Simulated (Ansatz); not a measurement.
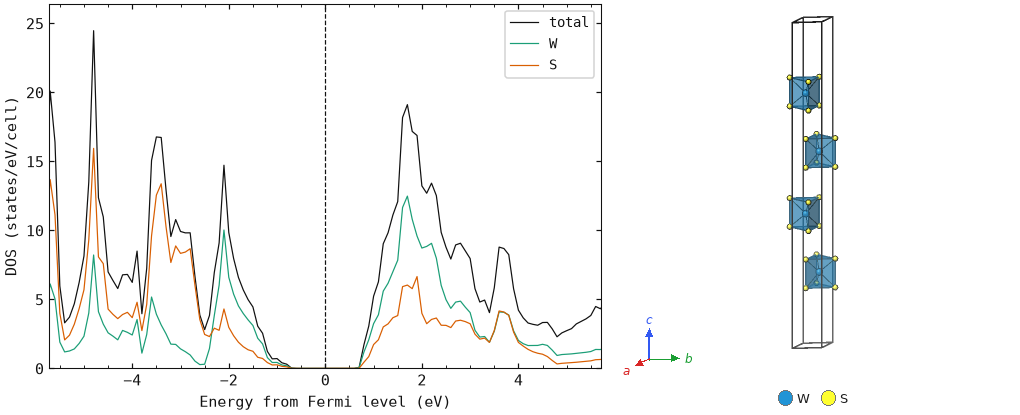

Density of states, beside the structure. Energies are counted from the Fermi level. The partial curves are projected on Löwdin-orthogonalised atomic shells.

Input of the run:

```
crystal:
  lattice:
    - [3.1816534768, 0.0, 0.0]
    - [-1.5908267384, 2.755392737, 0.0]
    - [0.0, 0.0, 35.3122032571]
  atoms:
    - { symbol: W, position: [0.6666666667, 0.3333333333, 0.4075290785] }
    - { symbol: W, position: [0.6666666667, 0.3333333333, 0.7775079336] }
    - { symbol: W, position: [0.3333333333, 0.6666666667, 0.2224920664] }
    - { symbol: W, position: [0.3333333333, 0.6666666667, 0.5924709215] }
    - { symbol: S, position: [0.6666666667, 0.3333333333, 0.1783417818] }
    - { symbol: S, position: [0.6666666667, 0.3333333333, 0.5483087676] }
    - { symbol: S, position: [0.3333333333, 0.6666666667, 0.3633669307] }
    - { symbol: S, position: [0.3333333333, 0.6666666667, 0.7333416433] }
    - { symbol: S, position: [0.6666666667, 0.3333333333, 0.2666583567] }
    - { symbol: S, position: [0.6666666667, 0.3333333333, 0.6366330693] }
    - { symbol: S, position: [0.3333333333, 0.6666666667, 0.4516912324] }
    - { symbol: S, position: [0.3333333333, 0.6666666667, 0.8216582182] }
basis:
  ecutwfc: 500
kpoints:
  mp_grid: { grid: [12, 12, 1] }
  band_path:
    path:
      - [[0.0, 0.0, 0.0], [0.5, 0.0, 0.0], [0.33333333, 0.33333333, 0.0], [0.0, 0.0, 0.0], [0.0, 0.0, 0.5], [0.5, 0.0, 0.5], [0.33333333, 0.33333333, 0.5], [0.0, 0.0, 0.5]]
      - [[0.5, 0.0, 0.5], [0.5, 0.0, 0.0]]
      - [[0.33333333, 0.33333333, 0.5], [0.33333333, 0.33333333, 0.0]]
    npoints: 10
hamiltonian:
  xc: r2scan
scf:
  occupations: { method: gaussian, width: 0.02 }
  n_extra_bands: 30
output:
  forces: true
  stress: true
  eigenvalues: true
  populations: true
  dos: { projected: true, de: 0.02, nscf_kmesh: { grid: [18, 18, 2] } }
  bader: false
  write_density: true
  write_potential: true
  elf: true
  volumetric_format: npy
```

Launched with:
```bash
ansatz run input.yaml --threads 2 --pin off --max-ram 5120MiB --backend cpu --events-out ev --progress --plain --runs-dir out
```

Question: Is there a gap at the Fermi level, and how wide?

Answer: There is a gap; over the k points computed it is 1.44 eV.

Question: Which states form the band edges?

Answer: By projected weight, the top eV of the valence band is W (70 %) and S (30 %); the bottom eV of the conduction band is W (65 %) and S (35 %).

Spin-orbit coupling is left out, which matters for W.
